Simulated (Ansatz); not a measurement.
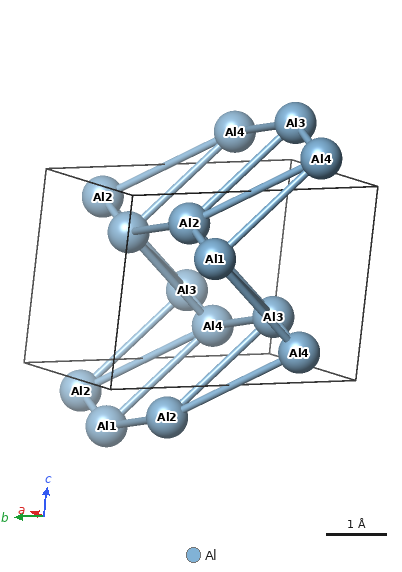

This is the input geometry for a relaxation of solid Al (a generated structure, set up in P2/c) (coarse preliminary run). A ball-and-stick model of the cell of the calculation, seen from a free direction.

Theory: DFT PBE, scalar-relativistic, plane waves, PAW in Ansatz 0.2.0.

Input
```yaml
crystal:
  lattice:
    - [4.47568791, 0.0, 0.0]
    - [0.0, 4.35747799, 0.0]
    - [-1.14605009, 0.0, 3.39611696]
  atoms:
    - { symbol: Al, position: [0.83296601, 0.69412303, 0.68129498] }
    - { symbol: Al, position: [0.16703399, 0.69412303, 0.81870502] }
    - { symbol: Al, position: [0.16703399, 0.30587697, 0.31870502] }
    - { symbol: Al, position: [0.83296601, 0.30587697, 0.18129498] }
basis:
  ecutwfc: 420
kpoints:
  mp_grid: { grid: [4, 4, 6] }
hamiltonian:
  xc: pbe
scf:
  occupations: { method: gaussian, width: 0.1 }
  lower_state_search: "off"
output:
  forces: true
  stress: true
  eigenvalues: true
relax:
  adjacent_minimum: "off"
  f_tol: 0.04
  max_steps: 70
  cell: { stress_tol: 0.4 }
```

Command:
```bash
ansatz run input.yaml --threads 1 --pin off --max-ram 2560MiB --backend cpu --events-out ev --progress --plain --runs-dir out
```

What does the optimiser find from here?

Answer. After 13 accepted moves (15 points after the start) the energy has fallen by 30.358 eV per cell of the calculation. Largest force component: 38 eV/Å at the start, 0.00081 eV/Å at the end. Pressure: 92.92 GPa at the start and 0.11 GPa at the end. At 2 points the geometry stayed and the basis and grid were re-selected for the new cell (energy shift of 13.6 meV per cell of the calculation at most each time). The largest moves relative to the cell, 0.79 Å, are those of Al1, Al2, Al3 and Al4. Al2 goes roughly along [1 1 3]. The drawn cell changes as follows: a 4.476 → 4.238 Å (−5.3 %), b 4.357 → 4.221 Å (−3.1 %), c 3.584 → 3.728 Å (+4.0 %), β 108.6° → 92.3°; the volume changes by +0.6 %. Near-neighbour distances that change, for instance: Al1–Al2 1.417 → 2.766 Å, Al1–Al2 (another image) 3.841 → 2.878 Å, Al1–Al3 3.899 → 2.990 Å, Al1–Al2 (another image) 3.543 → 2.766 Å. Among the angles between lasting bonds that change: Al3–Al1–Al4 92.7° → 59.3°, Al2–Al1–Al4 90.4° → 115.2°, Al2–Al1–Al4 89.6° → 64.8°. The space group (tolerance 0.01 Å) goes from P2/c (No. 13) to C2/m (No. 12). Cost: 80 s on 1 thread of Intel(R) Xeon(R) Processor @ 2.50GHz (Skylake/Cascade Lake), on a shared host, peak memory 0.35 GiB.

The structure at the end:

```
CELL_PARAMETERS angstrom
4.19958 0.00000 0.56715
0.00000 4.22120 0.00000
-0.64500 0.00000 3.67175
ATOMIC_POSITIONS crystal
Al 0.74996 0.74999 0.50006
Al 0.25004 0.74999 0.99994
Al 0.25004 0.25001 0.49994
Al 0.74996 0.25001 0.00006
```

After the run, drawn alike:

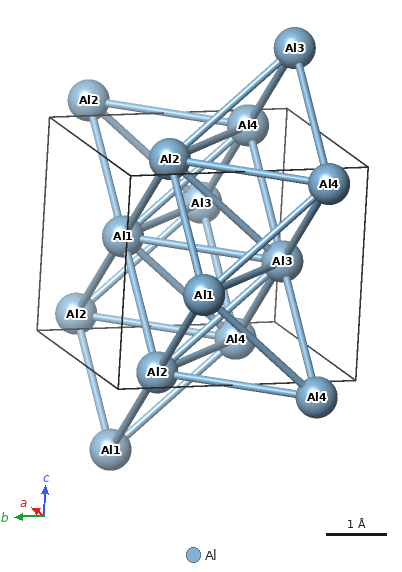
